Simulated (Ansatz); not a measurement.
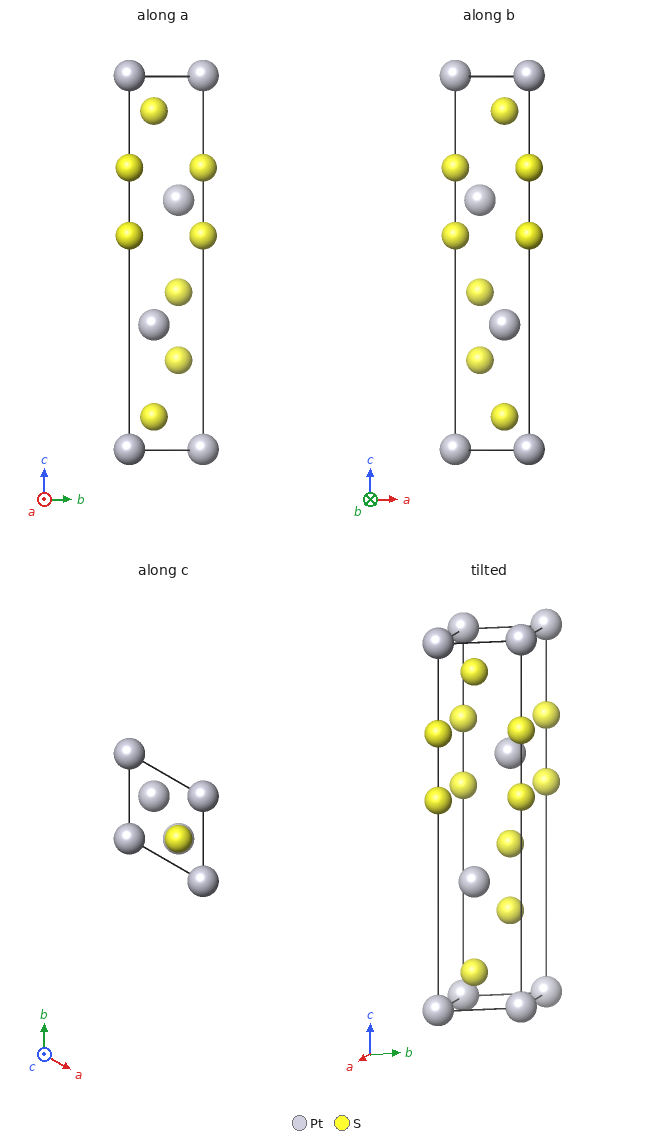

Spheres-only representation of a periodic structure, projected along the a axis, along the b axis, along the c axis and slightly off an axis. One conventional unit cell is framed, with atoms on its boundary repeated.

Lattice parameters: a = 3.4783 Å, b = 3.4783 Å, c = 15.2876 Å, α = 90.000°, β = 90.000°, γ = 120.000°.

> Transcribe the picture into a CIF in P1 with every atom of the cell, with free fractional coordinates to two decimals.

```cif
data_structure
_symmetry_space_group_name_H-M 'P 1'
_symmetry_Int_Tables_number 1
_cell_length_a 3.4783
_cell_length_b 3.4783
_cell_length_c 15.2876
_cell_angle_alpha 90.000
_cell_angle_beta 90.000
_cell_angle_gamma 120.000
_cell_volume 160.18
loop_
_atom_site_label
_atom_site_type_symbol
_atom_site_fract_x
_atom_site_fract_y
_atom_site_fract_z
_atom_site_occupancy
Pt1 Pt 0.00 0.00 0.00 1
S1 S 0.3333 0.6667 0.24 1
S2 S 0.6667 0.3333 0.09 1
Pt2 Pt 0.6667 0.3333 0.34 1
S3 S 0.00 0.00 0.57 1
S4 S 0.3333 0.6667 0.42 1
Pt3 Pt 0.3333 0.6667 0.67 1
S5 S 0.6667 0.3333 0.91 1
S6 S 0.00 0.00 0.76 1
```

Starting structure: a structure type filled with these elements by a generator (whether the compound takes this form wasn't checked). Earlier steps of the study, as a rule a relaxation of our own, may have changed the cell and positions, so they can lie some per cent off the listed ones. A calculation with Ansatz used it as input.
